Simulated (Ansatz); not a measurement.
MoS₂: geometry relaxation (part 1 of 3)

System: MoS₂ (P-3m1, 6 atoms in the cell).
Method: DFT r2SCAN, scalar-relativistic, plane waves, PAW, no spin polarisation (Ansatz 0.2.0).

The structure derives from a Materials Project entry. It belongs to a series of runs on one base structure; here: relaxed at 3 GPa.

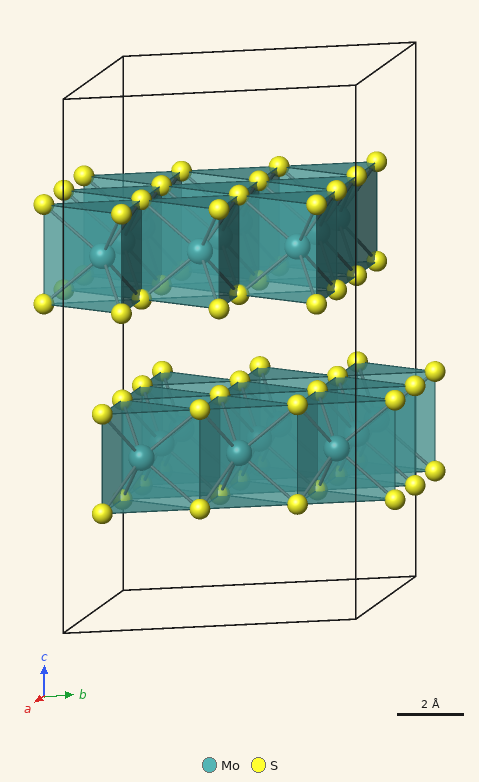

**Figure 1.** The input geometry (polyhedral view of the 3 × 3 repeat of the cell, with the vacuum cut short, seen slightly off an axis; polyhedra are completed across the faces of the cell). An atom can appear more than once, as a periodic image.

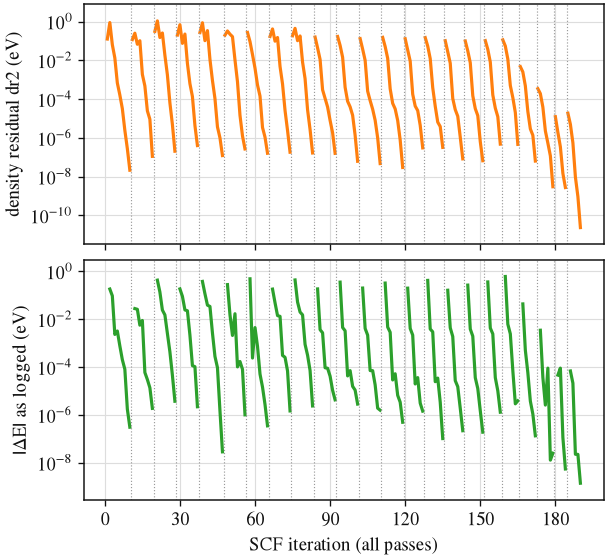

**Figure 2.** Convergence of the self-consistent field: density residual dr2 and size of the energy change against the SCF iteration. The dotted lines part the SCF passes of the relaxation: geometry steps, rejected trials and re-solves on a re-selected basis. The 23 passes take 5 to 10 iterations each, 190 in all.

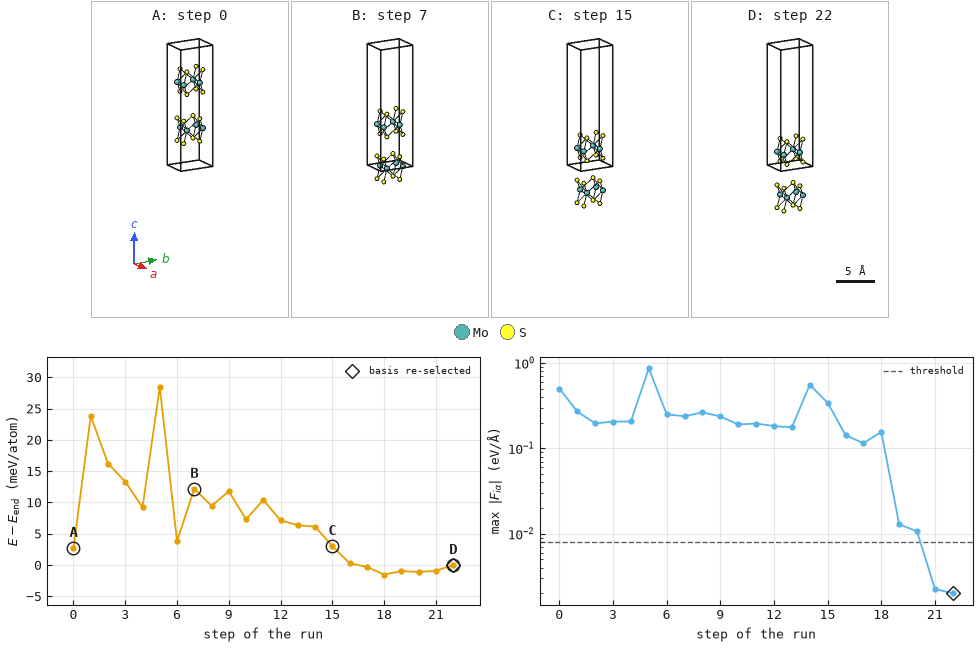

**Figure 3.** Frames of the relaxation (ball-and-stick view of the 2 × 2 repeat of the cell, with the vacuum cut short, seen slightly off an axis) above the curves, on which the letters mark them (the first geometry is step 0 here and step 1 in the log).

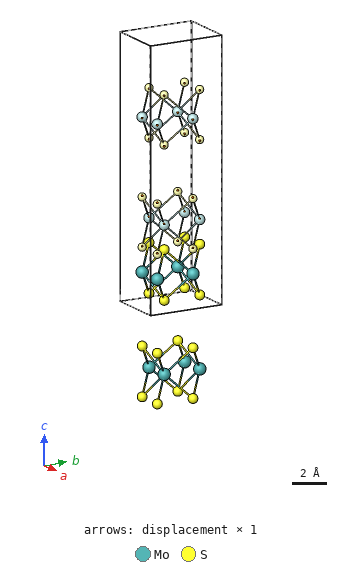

**Figure 4.** Start (faint) and end (solid) with the displacements as orange arrows, at true length (ball-and-stick view of the 2 × 2 repeat of the cell, with the vacuum cut short, seen slightly off an axis). The largest moves relative to the cell, 0.19 Å, are those of S4 and S5. Largest moves by element: S 0.19 Å, Mo 0.17 Å. In the plane the drawn cell goes a 6.308 → 6.319 Å (+0.2 %), b 6.308 → 6.319 Å (+0.2 %). Among the contacts that change: Mo1–S3 2.383 → 2.397 Å. The space group stays P-3m1 (No. 164). Over 21 geometry steps the energy falls by 3.6 meV per atom. The largest force component goes from 0.5 to 0.002 eV/Å. A last SCF at the same geometry on a re-selected plane-wave basis shifts the energy by +0.9 meV per atom. (Atoms are counted from 1 in the order of the input.)

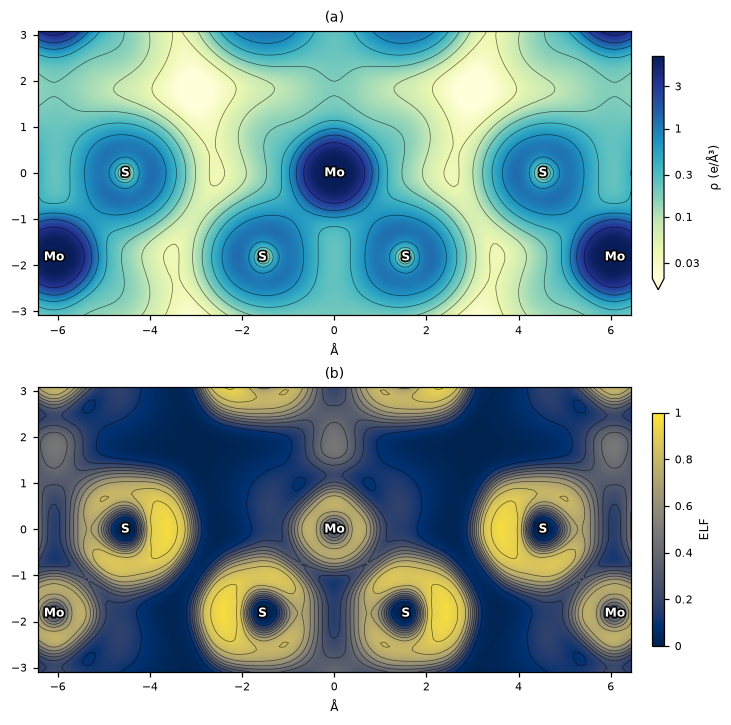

**Figure 5.** (a) valence electron density; (b) ELF on the (110) plane of the conventional cell. The section cuts through Mo and S sites. Mo–S (2.40 Å): ρ is about 0.62 e/Å³ halfway; the ELF is about 0.45 at the midpoint. Away from the nuclei the density in this plane falls to 0.02 e/Å³ at its lowest. The strong features right at Mo lie inside the PAW spheres (semicore, d or f shells) and say nothing about bonding. Core electrons are frozen (PAW), so the fields are smoothed inside the atomic spheres.

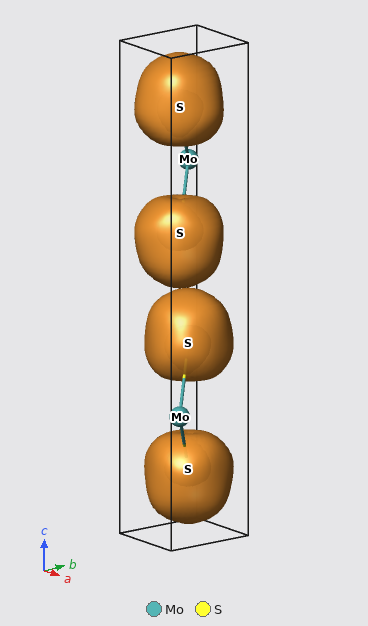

**Figure 6.** Isosurface of the ELF at 0.7 (orange), seen slightly off an axis. Core shells and regions of very low density are left out. Sticks mark near contacts. The outline is the cell set on symmetry axes. Profiles from the grid: Mo–S (2.40 Å): the ELF is about 0.45 at the midpoint.

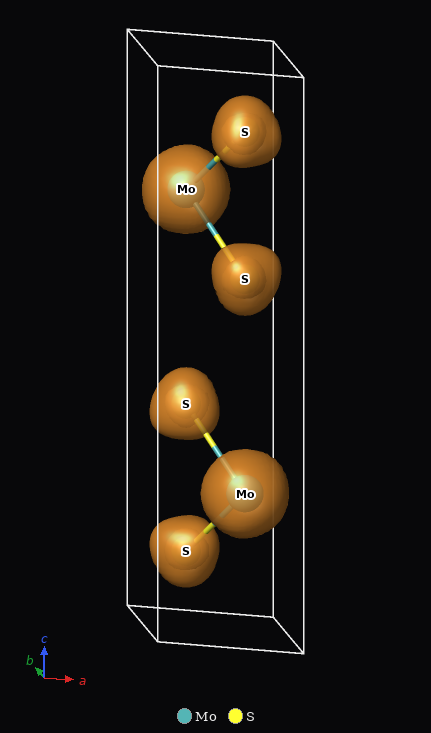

**Figure 7.** Isosurface of the valence charge density (pseudo) at 1 e/Å³ (orange), seen slightly off an axis. Sticks mark near contacts. The outline is the cell set on symmetry axes. At this value the density breaks into separate islands; it holds about 45 % of the electrons treated as valence (semicore included). It is pinched off along the Mo–S (2.40 Å) contacts. On the grid the lowest density along these lines, outside the cores, is 0.62 e/Å³ (Mo–S, 2.40 Å).

The input that produced these results follows, with the program's output.

### Input file
```yaml
crystal:
  lattice:
    - [3.1541416521, 0.0, 0.0]
    - [-1.5770708261, 2.7315667979, 0.0]
    - [0.0, 0.0, 21.4917535337]
  atoms:
    - { symbol: Mo, position: [0.6666666667, 0.3333333333, 0.1496969569] }
    - { symbol: Mo, position: [0.3333333333, 0.6666666667, 0.8503030431] }
    - { symbol: S, position: [0.3333333333, 0.6666666667, 0.2212357847] }
    - { symbol: S, position: [0.6666666667, 0.3333333333, 0.9218760996] }
    - { symbol: S, position: [0.3333333333, 0.6666666667, 0.0781239004] }
    - { symbol: S, position: [0.6666666667, 0.3333333333, 0.7787642153] }
basis:
  ecutwfc: 500
kpoints:
  mp_grid: { grid: [12, 12, 2] }
hamiltonian:
  xc: r2scan
scf:
  occupations: { method: gaussian, width: 0.02 }
output:
  forces: true
  stress: true
  eigenvalues: true
  write_density: true
  write_potential: true
  elf: true
  volumetric_format: npy
relax:
  adjacent_minimum: "off"
  f_tol: 0.008
  max_steps: 50
  cell: { stress_tol: 0.08, p_target: 3.0 }
```

Command:
```bash
ansatz run input.yaml --threads 1 --pin off --max-ram 2560MiB --backend cpu --events-out ev --progress --plain --runs-dir out
```

### The program's output
```
Engine: ansatz 0.2.0, aarch64-unknown-linux-gnu
Pseudopotentials: kind: paw
Pseudopotential: Mo, paw, valence charge 14, recommended cutoff 500 eV (meta_gga), Mo.paw.azcp
Pseudopotential: S, paw, valence charge 6, recommended cutoff 500 eV (meta_gga), S.paw.azcp
Functional definition: r2SCAN
  parameter k0 = 0.174
  parameter k1 = 0.065
  parameter a1 = 4.9479
  exchange = r2scan_x(k0 = k0, k1 = k1, a1 = a1)
  correlation = r2scan_c
Crystal: 6 atoms, lattice volume = 185.168 Å³
Basis set: ecut = 500 eV, 4687 PW (Γ), exchange–correlation on 96×96×640 points (64 copies of the dense FFT grid, shifted against one another)
Bands: 32, of which v1, the nominal top of the filled ones, is band 26 counted from 1 (25 counted from 0)
Symmetry: 12 space group operations
Space group: P-3m1 (ITA 164), of the structure as read, at distance tolerance 5.7e-5 Å
k-points: 38 of 288
Non-local potential: Mo, projectors of the file, l = 0: 3, l = 1: 2, l = 2: 2, l = 3: 1
Non-local potential: S, projectors of the file, l = 0: 2, l = 1: 2, l = 2: 2
PAW form: soft (Blöchl's): semilocal exchange-correlation on the pseudo side does not see the compensation charge
PAW frozen core: Mo, regenerated for the run's functional (the file was generated under x = pbe(κ = 0.804, μ = 0.2195149727645171), c = pbe(β = 0.06672455060314922))
PAW frozen core: S, regenerated for the run's functional (the file was generated under x = pbe(κ = 0.804, μ = 0.2195149727645171), c = pbe(β = 0.06672455060314922))
PAW one-centre angular grid: Mo, 590 points (default); XC on 160 Gauss nodes
PAW one-centre angular grid: S, 302 points (default); XC on 160 Gauss nodes
Initial density: superposition of atomic densities (neutral atoms: chi_scale 0, normalization atom), corrected by the library's trained network
Initial wavefunctions: pseudopotential atomic-orbital guess
Functional: x = r2scan, c = r2scan; τ floored in thin density (d = 2e-4 eV/Å³)
SCF iter   1: F=—  HF=-13564.147112 eV  |F-HF|=—  |Δ(HF+E_count)|=         —  Δρ=7.29e-3  dr2=1.25e-1  dr2_τ=1.06e-1  ethr=1.77e-3  ⟨swp⟩=9.7  Hψ=6781  notcnv=0
preconditioner: auto → none  [insulator: Δε(μ)=1.438 eV  Ē_g=8.361 eV  σ=0.020 eV  W_gap=1.00  n_scr=14 (ndim 8)  ℏωp=16.4 eV  f_vac=0.410  D(μ)=0.00/eV (n_scr^D=0)  ε∞_Penn≈4.8]
SCF iter   2: F=—  HF=-13564.330383 eV  |F-HF|=—  |Δ(HF+E_count)|=   1.83e-1  Δρ=8.93e-3  dr2=8.85e-1  dr2_τ=2.26e-2  ethr=2.40e-4  ⟨swp⟩=3.9  Hψ=3109  notcnv=0  defer=70  recentre
SCF iter   3: F=—  HF=-13564.235039 eV  |F-HF|=—  |Δ(HF+E_count)|=   9.53e-2  Δρ=4.98e-3  dr2=6.41e-2  dr2_τ=1.10e-3  ethr=2.40e-4  ⟨swp⟩=4.9  Hψ=2998  notcnv=0  defer=70
SCF iter   4: F=—  HF=-13564.237363 eV  |F-HF|=—  |Δ(HF+E_count)|=   2.32e-3  Δρ=3.02e-3  dr2=1.33e-2  dr2_τ=8.91e-4  ethr=1.23e-4  ⟨swp⟩=2.6  Hψ=1840  notcnv=0  defer=58
SCF iter   5: F=—  HF=-13564.240578 eV  |F-HF|=—  |Δ(HF+E_count)|=   3.22e-3  Δρ=1.00e-3  dr2=6.82e-4  dr2_τ=8.16e-5  ethr=2.56e-5  ⟨swp⟩=2.7  Hψ=2034  notcnv=0  defer=58
SCF iter   6: F=—  HF=-13564.241351 eV  |F-HF|=—  |Δ(HF+E_count)|=   7.72e-4  Δρ=4.11e-4  dr2=1.64e-4  dr2_τ=1.69e-5  ethr=1.31e-6  ⟨swp⟩=3.0  Hψ=2586  notcnv=0  defer=58
SCF iter   7: F=—  HF=-13564.241554 eV  |F-HF|=—  |Δ(HF+E_count)|=   2.04e-4  Δρ=1.56e-4  dr2=3.24e-5  dr2_τ=1.52e-6  ethr=3.15e-7  ⟨swp⟩=2.7  Hψ=2035  notcnv=0  defer=58
SCF iter   8: F=—  HF=-13564.241473 eV  |F-HF|=—  |Δ(HF+E_count)|=   8.13e-5  Δρ=3.53e-5  dr2=2.47e-6  dr2_τ=1.61e-7  ethr=6.22e-8  ⟨swp⟩=2.4  Hψ=2187  notcnv=0  defer=58
SCF iter   9: F=—  HF=-13564.241475 eV  |F-HF|=—  |Δ(HF+E_count)|=   1.75e-6  Δρ=1.38e-5  dr2=2.79e-7  dr2_τ=1.96e-8  ethr=4.74e-9  ⟨swp⟩=2.5  Hψ=2157  notcnv=0  defer=58
SCF iter  10: F=-13564.241475 eV  HF=-13564.241475 eV  |F-HF|=2.34e-8  |Δ(HF+E_count)|=   3.07e-7  Δρ=3.45e-6  dr2=2.16e-8  dr2_τ=1.16e-9  ethr=1.92e-10  ⟨swp⟩=17.7  Hψ=11192  notcnv=0
SCF 1 converged in 10 iterations: F = -13564.241475 eV  dr2 = 2.16e-8
  greatest PAW one-centre occupation: 0.996 electrons in one spin orbital (limit 2), on the Mo atom at site 1 (counted from 0), in its partial waves of l = 0
relax step   1: F+E_penalty+E_count = -13564.24147522 eV  Δ(F+E_penalty+E_count) = +0.000e0 eV  max|allowed force component| = 5.008e-1 eV/Å  Δτ_max = 0.0000 Å  P = +2.569 GPa  Ω = 185.168 Å³  (10 SCF iters, dr2 threshold 1.00e-7 eV, accepted)
Crystal: 6 atoms, lattice volume = 170.379 Å³
Basis set: ecut = 500 eV, 4359 PW (Γ), exchange–correlation on 96×96×640 points (64 copies of the dense FFT grid, shifted against one another)
Initial density: handed on by an earlier stage of this run
Initial wavefunctions: those handed on with the density
iter 1 solved again at ethr=2.20e-4 eV; its pass at ethr=3.10e-3 eV (dr2=1.14e-1 eV) is discarded
```
